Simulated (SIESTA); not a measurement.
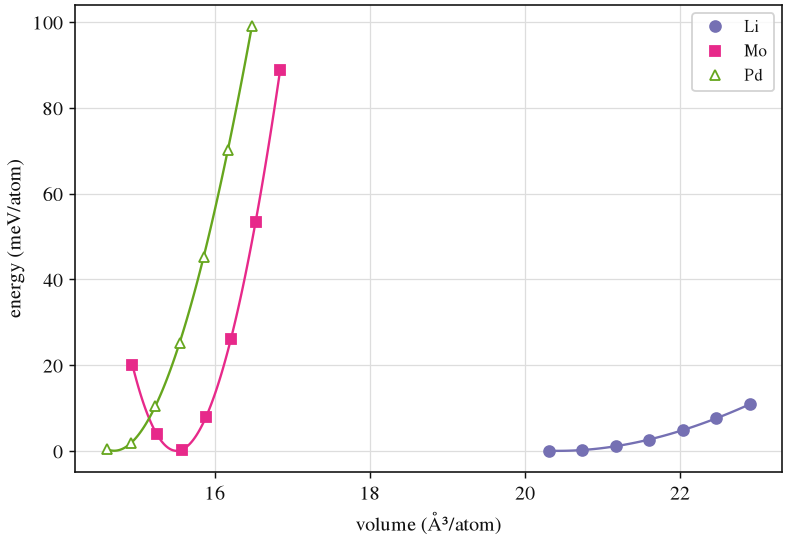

The plot gives the computed energy against volume, with one curve for each element, for Li, Mo and Pd (all in space group Im-3m (No. 229)).

Calculation (SIESTA 5.4.2): DFT in numerical atomic orbitals with pseudopotentials, no spin polarisation; energies at scaled volumes of the given cell, shape and fractions fixed, counted from the fit's minimum, third-order Birch-Murnaghan fit. Level: PBEsol.

```
       setting                                                                     value
   occupations                                                               Fermi–Dirac
smearing width                                                                   0.05 eV
    potentials  PseudoDojo 0.4 standard, converted to PSML, two zetas on semicore shells
```

Settings that differ: Li: k mesh 11×11×11; Mo: k mesh 12×12×12; Pd: k mesh 12×12×12.

> Order the curves by fitted equilibrium volume, smallest first.

Pd 14.704, Mo 15.510, Li 20.437 Å³/atom.

> Order the curves by fitted bulk modulus, smallest first.

Li 13.6, Pd 186.8, Mo 285.8 GPa.

Note: mulliken charges of long orbitals.
